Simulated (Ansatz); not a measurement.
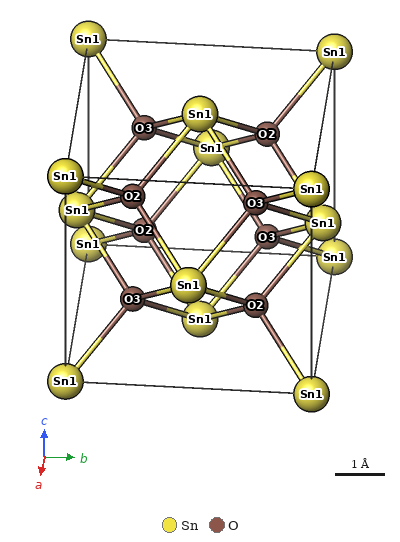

**Figure 1.** The structure (ball-and-stick view of the cell 4 times as large as that of the calculation, set on its symmetry axes, seen at an oblique angle; atoms are numbered from 1 in the order of the input). Near neighbours in the crystal (not all of them lie inside the picture): Sn has 8 O at 2.22 Å; O has 4 Sn at 2.22 Å.

**What a change does: band-structure calculation on SnO$_{2}$**

System: SnO$_{2}$ (Fm-3m, 3 atoms in the cell).
Method of the first run: DFT, r2SCAN, plane waves, PAW, no spin polarisation (Ansatz 0.2.0).

The structure was built on a prototype by a generator. The geometry comes from this level: r2SCAN (a point of a series of strains). Text and figures count atoms from 1; the logs count them from 0 in places.

### Input, the first run
```yaml
crystal:
  lattice:
    - [0.0, 2.5595616802, 2.5595616802]
    - [2.5595616802, 0.0, 2.5595616802]
    - [2.5595616802, 2.5595616802, 0.0]
  atoms:
    - { symbol: Sn, position: [0.0, 0.0, 0.0] }
    - { symbol: O, position: [0.25, 0.25, 0.25] }
    - { symbol: O, position: [0.75, 0.75, 0.75] }
kpoints:
  mp_grid: { grid: [8, 8, 8] }
  band_path:
    path:
      - [0.0, 0.0, 0.0]
      - [0.5, 0.0, 0.5]
      - [0.625, 0.25, 0.625]
      - [0.375, 0.375, 0.75]
      - [0.5, 0.5, 0.5]
      - [0.5, 0.25, 0.75]
    npoints: 1
hamiltonian:
  xc: r2scan
scf:
  occupations: { method: fermi_dirac, width: 0.02 }
  n_extra_bands: 4
output:
  forces: true
  stress: true
  eigenvalues: true
```

Hardware: 4 threads of an Arm (aarch64) CPU, shared host.

### Output, shortened to warnings, some set-up lines, iterations and results (the first run)
```
Basis set: ecut = 500 eV, 869 PW (Γ), exchange–correlation on 108×108×108 points (64 copies of the dense FFT grid, shifted against one another)
Symmetry: 48 space group operations
k-points: 29 of 512
Initial density: superposition of atomic densities (neutral atoms: chi_scale 0, normalization atom), corrected by the library's trained network
[...]
SCF iter   1: F=—  HF=-7175.295860 eV  |F-HF|=—  |Δ(HF+E_count)|=         —  Δρ=1.55e-2  dr2=8.05e-2  dr2_τ=1.32e-1  ethr=1.77e-3  ⟨swp⟩=6.0  Hψ=2488  notcnv=0
SCF iter   2: F=—  HF=-7175.352776 eV  |F-HF|=—  |Δ(HF+E_count)|=   5.69e-2  Δρ=8.62e-3  dr2=8.97e-3  dr2_τ=3.30e-3  ethr=3.10e-4  ⟨swp⟩=2.3  Hψ=1076  notcnv=0
SCF iter   3: F=—  HF=-7175.351334 eV  |F-HF|=—  |Δ(HF+E_count)|=   1.44e-3  Δρ=3.23e-3  dr2=1.89e-3  dr2_τ=1.27e-4  ethr=3.45e-5  ⟨swp⟩=2.0  Hψ=794  notcnv=0
SCF iter   4: F=—  HF=-7175.351188 eV  |F-HF|=—  |Δ(HF+E_count)|=   1.46e-4  Δρ=1.10e-3  dr2=1.63e-4  dr2_τ=1.18e-5  ethr=7.27e-6  ⟨swp⟩=1.0  Hψ=493  notcnv=0
SCF iter   5: F=—  HF=-7175.351184 eV  |F-HF|=—  |Δ(HF+E_count)|=   4.40e-6  Δρ=2.39e-4  dr2=6.96e-6  dr2_τ=5.64e-7  ethr=6.27e-7  ⟨swp⟩=1.0  Hψ=493  notcnv=0
SCF iter   6: F=—  HF=-7175.351183 eV  |F-HF|=—  |Δ(HF+E_count)|=   2.31e-7  Δρ=3.32e-5  dr2=1.51e-7  dr2_τ=1.29e-8  ethr=2.68e-8  ⟨swp⟩=1.8  Hψ=652  notcnv=0
SCF iter   7: F=-7175.351183 eV  HF=-7175.351183 eV  |F-HF|=3.07e-10  |Δ(HF+E_count)|=   3.91e-9  Δρ=2.27e-6  dr2=8.14e-10  dr2_τ=2.89e-11  ethr=3.85e-10  ⟨swp⟩=4.2  Hψ=1561  …
SCF 1 converged in 7 iterations: F = -7175.351183 eV  dr2 = 8.14e-10
NSCF: frozen V_eff on 6 k-points
SCF converged after 7 iterations
Free energy (F): -7175.351183 eV
Harris-Foulkes:  -7175.351183 eV  (|F-HF|=3.07e-10)
Internal energy: -7175.351183 eV  (E = F + TS)
E sigma→0 (E₀):  -7175.351183 eV
Entropy (-TS):   -0.000000 eV (-0.000 meV/atom)
Fermi energy:    11.159713 eV
--- Per-component energies (eV) ---
  E_band       = -39.940587
  E_kinetic    = 542.264046
  E_local      = -1213.897509  (includes V_loc(G=0)·N_el)
  E_nonlocal   = 65.319154
  E_hartree    = 657.723682
  E_xc         = -517.955372
  E_vxc        = -311.226727  (∫ρ·V_xc dr)
  E_paw        = -4491.983487  (= ΣΔE_a)
  E_vpaw       = -457.260902  (= ΣTr[D̂ρ^β])
  E_aug_tail   = 0.002050  (compensation charges beyond the density's cutoff)
  E_vtau       = 19.412418  (kinetic-family band-sum trace: ∫τ·v_τ [+ j·A + Jᵃ·Aᵃ] dr)
  E_ewald      = -2217.495185
  E_core_change = 0.671438  (= ΣΔE_core)
  E_smearing   = -0.000000  (= −TS)
  E_closure    = -0.000000  (closes the sum)
  Σ components = -7175.351183   (vs F -7175.351183, Δ=0.00e0)
--- Forces (eV/Å), atoms counted from 1 ---
  atom   1  Sn    -0.00000000     0.00000000    -0.00000000
  atom   2  O      0.00000000    -0.00000000    -0.00000000
  atom   3  O      0.00000000    -0.00000000    -0.00000000
  max |Σ_I F_I| component: 1.16e-17 eV/Å
--- Stress (GPa, compression-positive) ---
       -6.480368       0.000000       0.000000
        0.000000      -6.480368       0.000000
       -0.000000      -0.000000      -6.480368
  P = ⅓ Tr σ = -6.4804 GPa (-64.804 kbar)
```

The second run used a changed input.

### The two runs side by side

| quantity | the first run | the second run |
| --- | --- | --- |
| outcome | converged | converged |
| free energy per atom (eV) | −2391.7837 | −2386.0747 |
| gap on the mesh (eV) | 0.52 | 0.00 |
| pressure (GPa) | −6.48 | 2.84 |
| largest force (eV/Å) | 0.000 | 0.000 |
| SCF iterations | 7 | 6 |
| irreducible k-points | 29 | 29 |
| plane waves at Γ | 869 | 645 |

Which change of the input explains these differences?

The change (lines with − go, lines with + come):
```diff
-  xc: r2scan
+  xc: pbe
```

The total energies belong to different methods, so their difference says nothing on which is more stable or more accurate. The gap of 0.52 eV on the mesh closes. The pressure goes from −6.48 to 2.84 GPa. The functional changes from r2SCAN to PBE. The SCF takes 6 iterations against 7. The default cutoff goes from 500 to 420 eV with the change. The plane waves at Γ go from 869 to 645.

### Output, shortened to warnings, some set-up lines, iterations and results (the second run)
```
Basis set: ecut = 420 eV, 645 PW (Γ), exchange–correlation on 50×50×50 points (8 copies of the dense FFT grid, shifted against one another)
Symmetry: 48 space group operations
k-points: 29 of 512
Initial density: superposition of atomic densities (neutral atoms: chi_scale 0, normalization atom), corrected by the library's trained network
[...]
SCF iter   1: F=—  HF=-7158.226081 eV  |F-HF|=—  |Δ(HF+E_count)|=         —  Δρ=5.06e-3  dr2=8.10e-3  ethr=1.77e-3  ⟨swp⟩=6.0  Hψ=2480  notcnv=0
SCF iter   2: F=—  HF=-7158.224248 eV  |F-HF|=—  |Δ(HF+E_count)|=   1.83e-3  Δρ=2.96e-3  dr2=2.12e-3  ethr=3.11e-5  ⟨swp⟩=2.1  Hψ=1033  notcnv=0
SCF iter   3: F=—  HF=-7158.223814 eV  |F-HF|=—  |Δ(HF+E_count)|=   4.34e-4  Δρ=5.98e-4  dr2=6.73e-5  ethr=8.15e-6  ⟨swp⟩=2.0  Hψ=772  notcnv=0
SCF iter   4: F=—  HF=-7158.224069 eV  |F-HF|=—  |Δ(HF+E_count)|=   2.55e-4  Δρ=8.12e-5  dr2=1.57e-6  ethr=2.59e-7  ⟨swp⟩=2.0  Hψ=795  notcnv=0
SCF iter   5: F=-7158.224075 eV  HF=-7158.224075 eV  |F-HF|=3.73e-8  |Δ(HF+E_count)|=   6.15e-6  Δρ=8.96e-6  dr2=1.01e-8  ethr=6.05e-9  ⟨swp⟩=2.2  Hψ=883  notcnv=0
SCF iter   6: F=-7158.224075 eV  HF=-7158.224075 eV  |F-HF|=1.81e-9  |Δ(HF+E_count)|=   4.65e-8  Δρ=2.71e-6  dr2=1.56e-9  ethr=3.87e-11  ⟨swp⟩=2.9  Hψ=1809  notcnv=0
SCF 1 converged in 6 iterations: F = -7158.224075 eV  dr2 = 1.56e-9
NSCF: frozen V_eff on 6 k-points
SCF converged after 6 iterations
Free energy (F): -7158.224075 eV
Harris-Foulkes:  -7158.224075 eV  (|F-HF|=1.81e-9)
Internal energy: -7158.223795 eV  (E = F + TS)
E sigma→0 (E₀):  -7158.223935 eV
Entropy (-TS):   -0.000280 eV (-0.093 meV/atom)
Fermi energy:    11.252776 eV
--- Per-component energies (eV) ---
  E_band       = -20.289281
  E_kinetic    = 540.928756
  E_local      = -1212.828527  (includes V_loc(G=0)·N_el)
  E_nonlocal   = 66.857234
  E_hartree    = 655.400588
  E_xc         = -527.464079
  E_vxc        = -282.032903  (∫ρ·V_xc dr)
  E_paw        = -4463.627446  (= ΣΔE_a)
  E_vpaw       = -444.021473  (= ΣTr[D̂ρ^β])
  E_aug_tail   = 0.004864  (compensation charges beyond the density's cutoff)
  E_ewald      = -2217.495185
  E_smearing   = -0.000280  (= −TS)
  E_closure    = 0.000000  (closes the sum)
  Σ components = -7158.224075   (vs F -7158.224075, Δ=0.00e0)
--- Forces (eV/Å), atoms counted from 1 ---
  atom   1  Sn    -0.00000000     0.00000000     0.00000000
  atom   2  O      0.00000000     0.00000000     0.00000000
  atom   3  O      0.00000000     0.00000000     0.00000000
  max |Σ_I F_I| component: 6.94e-18 eV/Å
--- Stress (GPa, compression-positive) ---
        2.841146       0.000000       0.000000
        0.000000       2.841146      -0.000000
       -0.000000       0.000000       2.841146
  P = ⅓ Tr σ = 2.8411 GPa (28.411 kbar)
```

For the first run: The cell is under a tension of 6.5 GPa at this level, so it is not at its equilibrium volume.
